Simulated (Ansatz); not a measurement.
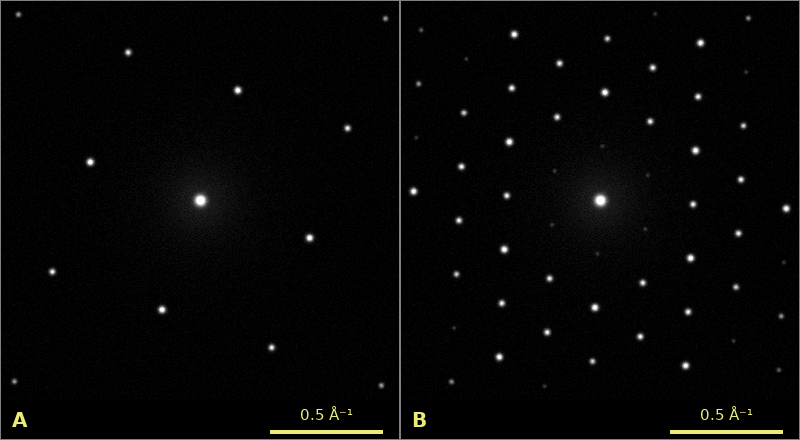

Kinematic electron diffraction patterns (200 kV, B = 0.5 Å², same scale, each along a low-index zone) of two structures of composition Rh, each relaxed at zero pressure with Ansatz 0.2.0, DFT PBE, scalar-relativistic, plane waves, PAW.

The structures (standard cells):
1. Fm-3m (No. 225), a = 3.830 Å, 4 atoms; generated start, possibly hypothetical
2. R-3c (No. 167), a = 8.255 Å, c = 4.435 Å (hexagonal axes), 18 atoms; generated start, possibly hypothetical

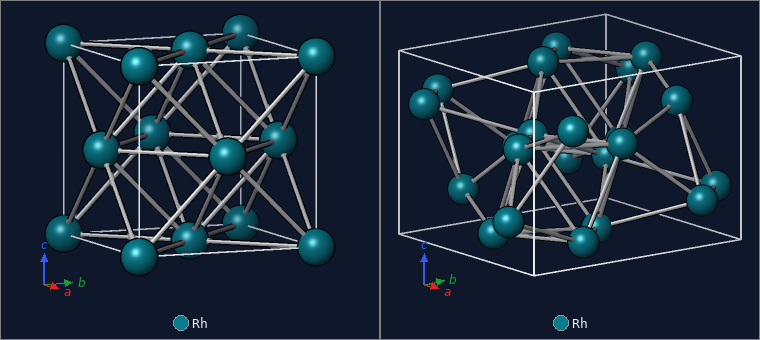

Drawings of the structures 1 to 2, from left to right (each may span several cells).

**Which pattern belongs to which structure, and along which zone?**

A is structure 1 along [001] or an equivalent direction: square net of 2 0 0 at d = 1.91 Å and 0 2 0 at d = 1.91 Å, 90.0° apart. B is structure 2 along [001]: hexagonal net of 2 -1 0 (weak) at d = 4.13 Å and 1 1 0 (weak) at d = 4.13 Å, 60.0° apart.

**Rank the structures by their computed energy.**

Structure 1 (Fm-3m, 14.04 Å³ an atom) is the lowest of these; structure 2 (R-3c, 14.54 Å³ an atom) lies about 160 meV an atom higher. These are static energies at 0 K; other structures, not shown, may lie lower still.
